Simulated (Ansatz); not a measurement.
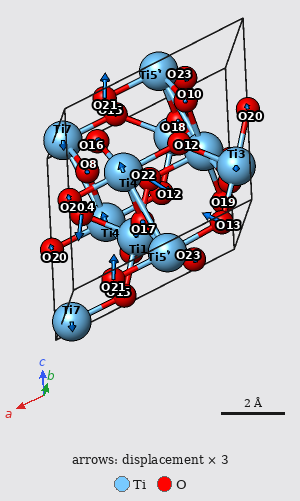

This is a relaxation of a crystal of Ti₇O₁₆ (a generated structure, set up in P1) (coarse preliminary run). The starting structure is drawn; blue arrows show the displacements (the part carried along by the change of the cell is left out), 3 times their true length.

The picture is a ball-and-stick view of the cell of the calculation (origin shifted), seen from a free direction.

Case: 1 of 8 Ti atoms taken out at random.

The calculation used DFT PBE+U, scalar-relativistic, plane waves, PAW in Ansatz.

Input
```yaml
crystal:
  lattice:
    - [4.6399446936, -4.6399446936, 0.0]
    - [-4.6399446936, -4.6399446936, 0.0]
    - [0.0, 4.6399446936, -6.0134469844]
  atoms:
    - { symbol: Ti, position: [0.5050782167, 0.5024446908, 0.0005902374] }
    - { symbol: Ti, position: [0.2493092707, 0.2468602319, 0.4977227026] }
    - { symbol: Ti, position: [0.994826675, 0.9938070428, 0.9989264087] }
    - { symbol: Ti, position: [0.6267109293, 0.1233000121, 0.2463966135] }
    - { symbol: Ti, position: [0.3800009623, 0.8732259933, 0.7491214714] }
    - { symbol: Ti, position: [0.1261587355, 0.6216657989, 0.2492027515] }
    - { symbol: Ti, position: [0.8678917405, 0.374659088, 0.7492835456] }
    - { symbol: O, position: [0.7504689073, 0.4437593528, 0.5009565206] }
    - { symbol: O, position: [0.5027580403, 0.1977592621, 0.9987158592] }
    - { symbol: O, position: [0.247752167, 0.940696658, 0.5024442632] }
    - { symbol: O, position: [0.9999272171, 0.6923912018, 0.0009063205] }
    - { symbol: O, position: [0.3141815917, 0.1259486743, 0.2496595021] }
    - { symbol: O, position: [0.0754461989, 0.8814564445, 0.761531673] }
    - { symbol: O, position: [0.8132255539, 0.6279157935, 0.2455524448] }
    - { symbol: O, position: [0.572683734, 0.3735150773, 0.7456879161] }
    - { symbol: O, position: [0.7540250137, 0.0521264988, 0.5013305122] }
    - { symbol: O, position: [0.5013205013, 0.8052730089, 0.9971086636] }
    - { symbol: O, position: [0.2522867071, 0.5505478639, 0.4990559064] }
    - { symbol: O, position: [0.9997473388, 0.2994404314, 0.9973488704] }
    - { symbol: O, position: [0.9290545239, 0.122350756, 0.2456288547] }
    - { symbol: O, position: [0.6836607959, 0.8780802391, 0.7512028065] }
    - { symbol: O, position: [0.4317600162, 0.6217736707, 0.2496227354] }
    - { symbol: O, position: [0.1827945232, 0.3791405449, 0.748476319] }
  symmetry: { detect: false }
basis:
  ecutwfc: 420
kpoints:
  mp_grid: { grid: [2, 2, 2], shift: [0.5, 0.5, 0.5] }
hamiltonian:
  xc: pbe
  hubbard: { sites: [{ species: Ti, l: d, u_eff: 4.0 }] }
scf:
  occupations: { method: gaussian, width: 0.1 }
  lower_state_search: "off"
output:
  forces: true
  stress: true
  eigenvalues: true
relax:
  adjacent_minimum: "off"
  f_tol: 0.04
  max_steps: 50
  cell: { stress_tol: 0.3 }
```

Command:
```bash
ansatz run input.yaml --threads 4 --pin off --max-ram 9216MiB --backend cpu --events-out ev --progress --plain --runs-dir out
```

Question: Which element moves most?

Answer: Oxygen: up to 0.30 Å, against 0.13 Å for titanium.

Question: What did the optimiser do to the structure, and how much energy did it gain?

Answer: The largest moves relative to the cell, 0.30 Å, are those of O14 and O22. O22 goes along [−2 −1 −2]. By element the largest moves are O 0.30 Å, Ti 0.13 Å. Cell: a 6.562 → 6.631 Å (+1.1 %), b 6.562 → 6.610 Å (+0.7 %), c 7.595 → 7.663 Å (+0.9 %), α 115.6° → 115.5°, γ 90.0° → 90.2°. Volume +2.8 %. Among the contacts that change: Ti4–Ti7 3.025 → 2.817 Å, Ti4–Ti5 2.990 → 3.152 Å, Ti3–O20 1.934 → 2.089 Å, Ti6–Ti7 3.007 → 3.152 Å. Among the angles between lasting bonds that change: Ti3–O21–Ti5 129.8° → 148.5°, Ti1–O14–Ti6 130.2° → 148.7°, Ti1–O22–Ti6 130.8° → 148.5°. Within 0.06 Å the space group is P1 at the start and Immm at the end; at a tighter tolerance small leftover displacements or strains of the cell lower it. After 7 accepted moves (8 points after the start) the energy has fallen by 1.458 eV per cell of the calculation. The largest force component goes from 2.3 to 0.019 eV/Å. The pressure goes from −0.76 to 0.26 GPa. The SCF was repeated once at an unchanged geometry on a basis and grid sized afresh for the cell, which shifted the energy by 36.9 meV per cell of the calculation at most.

Limits of the set-up: the k-point mesh is coarse for a cell with partly filled bands.
